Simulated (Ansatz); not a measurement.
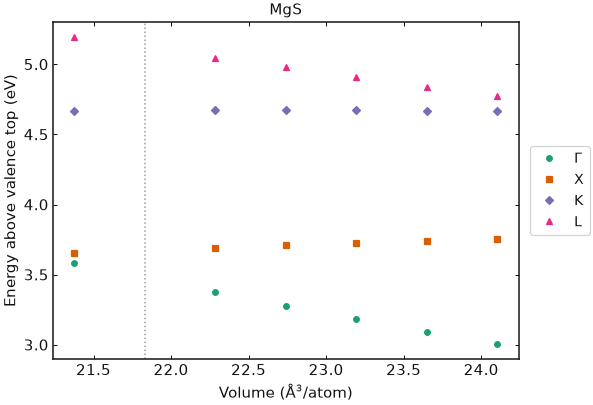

Lowest conduction level at each named k point, counted from the valence-band top at Γ. One run is left out (dotted line).

System: zincblende MgS, space group F-43m, 2 atoms in the primitive cell. The cell is scaled uniformly. Method: PBEsol, JTH PAW, no spin polarisation, no spin-orbit coupling, 8×8×8 k mesh, 900 eV cutoff (Ansatz 0.2.0).

| volume | Γ (eV) | X (eV) | K (eV) | L (eV) | pressure (GPa) |
| --- | --- | --- | --- | --- | --- |
| 21.38 Å³/atom | 3.59 | 3.65 | 4.67 | 5.19 | 3.5 |
| 22.29 Å³/atom | 3.38 | 3.69 | 4.67 | 5.05 | 0.7 |
| 22.74 Å³/atom | 3.28 | 3.71 | 4.67 | 4.98 | −0.5 |
| 23.20 Å³/atom | 3.18 | 3.73 | 4.67 | 4.91 | −1.5 |
| 23.65 Å³/atom | 3.09 | 3.74 | 4.67 | 4.84 | −2.5 |
| 24.10 Å³/atom | 3.01 | 3.75 | 4.67 | 4.77 | −3.3 |

> What does the missing run, at 21.83 Å³/atom, give?

Fits through the other points against the logarithm of the volume give 3.48 eV at Γ, 3.67 eV at X, 4.67 eV at K and 5.12 eV at L (straight lines). The run itself gives 3.48, 3.67, 4.67 and 5.12 eV, within 0.01 eV of the estimates.

The PAW data sets were made with another functional. LDA, GGA and most meta-GGA functionals understate gaps. The usual form of MgS is rocksalt.
